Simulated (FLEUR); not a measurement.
**Fe: 5 runs along one coordinate**

System: Fe (Im-3m, 1 atom in the cell).
Method: Kohn-Sham DFT of a periodic cell, LDA, all-electron, spin-polarised (FLEUR MaX-R8.1 (later development tree)).

The 5 runs differ only in the geometry, by an even scaling of the cell at fixed fractional positions. The structure derives from an entry of the Crystallography Open Database.

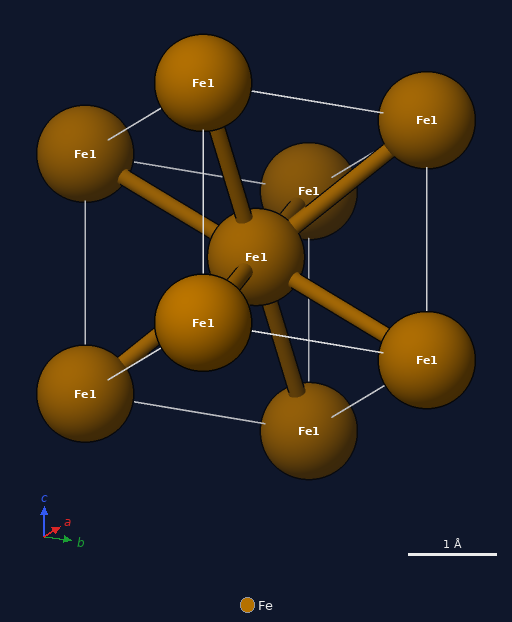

Figure 1. The structure of run 3 (ball-and-stick view of the cell 2 times as large as that of the calculation, set on its symmetry axes, seen at an oblique angle; atoms are numbered from 1 in the order of the input).

## Input of run 3
```
<?xml version="1.0" encoding="UTF-8" standalone="no"?>
<fleurInput fleurInputVersion="0.39">
   <comment>
      Fe                                                                                                  
   </comment>
   <calculationSetup>
      <cutoffs Kmax="4.58" Gmax="14.2" GmaxXC="14.2" numbands="0"/>
      <scfLoop itmax="60" minDistance="0.00001" maxIterBroyd="15" imix="Anderson" alpha="0.05" precondParam="0.0" spinf="2.0" sdNocoIR="T"/>
      <coreElectrons ctail="T" frcor="F" kcrel="0" coretail_lmax="0"/>
      <xcFunctional name="vwn" relativisticCorrections="F"/>
      <magnetism jspins="2"/>
      <soc l_soc="F" theta="0.0" phi="0.0" spav="F"/>
      <expertModes spex="0" secvar="F"/>
      <geometryOptimization l_f="F" forcealpha="1.0" forcemix="BFGS" epsdisp="0.00001" epsforce="0.00001"/>
      <ldaU l_linMix="F" mixParam="0.05" spinf="1.0"/>
   </calculationSetup>
   <cell>
      <bzIntegration valenceElectrons="16.0" mode="hist" fermiSmearingEnergy="0.00183747">
         <kPointListSelection listName="default-1"/>
         <!-- k-points included here -->
         <xi:include xmlns:xi="http://www.w3.org/2001/XInclude" href="kpts.xml"> </xi:include>
      </bzIntegration>
      <!-- symmetry operations included here -->
      <xi:include xmlns:xi="http://www.w3.org/2001/XInclude" href="sym.xml"> </xi:include>
      <bulkLattice scale="1.0000000000">
         <bravaisMatrix>
            <row-1>   -2.7268747977977998     2.7268747977977998     2.7268747977977998</row-1>
            <row-2>    2.7268747977977998    -2.7268747977977998     2.7268747977977998</row-2>
            <row-3>    2.7268747977977998     2.7268747977977998    -2.7268747977977998</row-3>
         </bravaisMatrix>
      </bulkLattice>
   </cell>
   <atomSpecies>
      <species name="Iron (Fe) 3.000" element="Fe" atomicNumber="26">
         <mtSphere radius="2.14" gridPoints="725" logIncrement="0.017"/>
         <atomicCutoffs lmax="9" lnonsphr="7"/>
         <electronConfig flipSpins="F">
            <coreConfig>(1s1/2) (2s1/2) (2p1/2) (2p3/2)</coreConfig>
            <valenceConfig>(3s1/2) (3p1/2) (3p3/2) (4s1/2) (3d3/2) (3d5/2)</valenceConfig>
            <stateOccupation state="(3d3/2)" spinUp="1.5" spinDown="0.9"/>
            <stateOccupation state="(3d5/2)" spinUp="3.0" spinDown="0.6"/>
         </electronConfig>
         <energyParameters s="4" p="4" d="3" f="4"/>
         <lo type="SCLO" l="0" n="3" eDeriv="0"/>
         <lo type="SCLO" l="1" n="3" eDeriv="0"/>
         <lo type="SCLO" l="1" n="3" eDeriv="1"/>
         <lo type="SCLO" l="2" n="3" eDeriv="2"/>
         <lo type="SCLO" l="3" n="4" eDeriv="2"/>
      </species>
   </atomSpecies>
   <atomGroups>
      <atomGroup species="Iron (Fe) 3.000">
         <relPos label="                   1">.0000000000 .0000000000 .0000000000</relPos>
         <force calculate="T" relaxXYZ="TTT"/>
      </atomGroup>
   </atomGroups>
   <output dos="F" band="F" slice="F">
      <checks vchk="F" cdinf="F"/>
      <bandDOS minEnergy="-.5*Htr" maxEnergy="0.5*Htr" sigma="0.015" storeEVData="T"/>
      <vacuumDOS vacdos="F" integ="F" star="F" nstars="0" locx1="0.0" locy1="0.0" locx2="0.0" locy2="0.0" nstm="0" tworkf="0.0"/>
      <unfoldingBand unfoldBand="F" supercellX="1" supercellY="1" supercellZ="1"/>
      <plotting iplot="0" polar="F">
         <plot TwoD="T" vec1="  1.0  0.0  0.0" vec2="  0.0  1.0  0.0" vec3="  0.0  0.0  1.0" zero="  0.0  0.0  0.0" file="plot"/>
      </plotting>
      <chargeDensitySlicing numkpt="0" minEigenval="0.0" maxEigenval="0.0" nnne="0" pallst="F"/>
      <specialOutput eonly="F"/>
      <moessbauerParams electricFieldGradient="T" isomerShift="T" coreHyperfine="T" valenceHyperfine="T"/>
      <magneticCircularDichroism mcd="F" energyLo="-10.0" energyUp="0.0"/>
   </output>
  <!-- We include the file relax.xml here to enable relaxations (see documentation) -->
  <xi:include xmlns:xi="http://www.w3.org/2001/XInclude" href="relax.xml"> <xi:fallback/> </xi:include>
</fleurInput>
```

Command:
```bash
inpgen -f crystal.txt -profile fastHighL; fleur_MPI
```

Lattice vectors (Å) and fractional positions of run 3:
```
  -1.443000    1.443000    1.443000
   1.443000   -1.443000    1.443000
   1.443000    1.443000   -1.443000
Fe  0.000000  0.000000  0.000000
```

Run 4 has the same physical settings and fractional positions; its lattice vectors (Å) are:
```
  -1.461989    1.461989    1.461989
   1.461989   -1.461989    1.461989
   1.461989    1.461989   -1.461989
```

## Results, with one run withheld

| run | volume per atom (Å³) | free energy per atom, from the lowest run given (meV) |
| --- | --- | --- |
| 1 | 11.298 | 0.00 |
| 2 | 11.538 | 29.29 |
| 3 | 12.019 | 100.56 |
| 4 | 12.499 | ? |
| 5 | 12.740 | 227.30 |

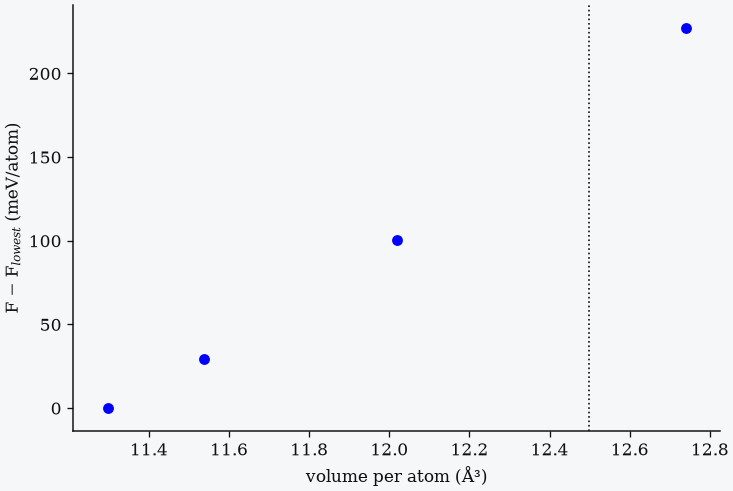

Figure 2. Free energy per atom of the runs given; the dotted line marks run 4.

Estimate the energy of run 4 from the others.

A quadratic polynomial in V^(−2/3) (the Birch–Murnaghan form), fitted to the 4 runs given, misses them by at most 0.40 meV per atom. With x = V^(−2/3) − 0.19209 Å⁻², it reads F = 78.273 − 14158 x + 3.2502e+05 x² (meV per atom). At run 4 it gives 182.50 meV per atom, and the run itself gives 183.39. The fit has no minimum inside this range. So low a polynomial doesn't follow these energies more closely.

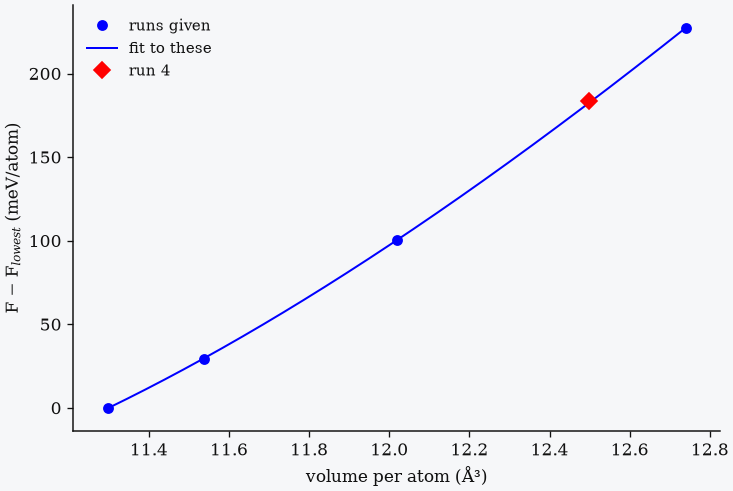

Figure 3. The fit and the withheld run.

## Output (run 4)
```
Welcome to FLEUR        (www.flapw.de)
      MaX-Release 8.1          (www.max-centre.eu)

 ========== k-point set info ==========
 Selected k-point list: default-1
 k-point list type: mesh
 13 x 13 x 13
 Number of k points: 84

 ------------Calculation Setup---------------------------
 Number of MPI-tasks      :            1
 Number of PE/node        :            1
 Number of OMP-threads    :            1
 Most efficient MPI parallelization for:
           1           2           3           4           6           7          12          14          21          28          42          84
 Additional eigenvalue parallelization possible
 Number of basis functions:          179
 Approximate size of matrices (H+S) per k-point:         0.000 GB
 --------------------------------------------------------

 Iteration:     1   Distance:      10.22784622 me/bohr^3

 Iteration:     2   Distance:       9.52630526 me/bohr^3

 Iteration:     3   Distance:       6.19842319 me/bohr^3

 Iteration:     4   Distance:       2.78513917 me/bohr^3

 Iteration:     5   Distance:       2.93855345 me/bohr^3

 Iteration:     6   Distance:       4.49878265 me/bohr^3

 Iteration:     7   Distance:       2.21850875 me/bohr^3

 Iteration:     8   Distance:       1.37308283 me/bohr^3

 Iteration:     9   Distance:       0.20707475 me/bohr^3

 Iteration:    10   Distance:       0.49386781 me/bohr^3

 Iteration:    11   Distance:       0.02723656 me/bohr^3

 Iteration:    12   Distance:       0.02665270 me/bohr^3

 Iteration:    13   Distance:       0.00677103 me/bohr^3

 Iteration:    14   Distance:       0.00068341 me/bohr^3

 Iteration:    15   Distance:       0.00034483 me/bohr^3

 Iteration:    16   Distance:       0.00034041 me/bohr^3

 Iteration:    17   Distance:       0.00023310 me/bohr^3

 Iteration:    18   Distance:       0.00003726 me/bohr^3

 Iteration:    19   Distance:       0.00000407 me/bohr^3

 ********************************************************************
 Run finished successfully
 Stop message:
   all done
 ********************************************************************
```
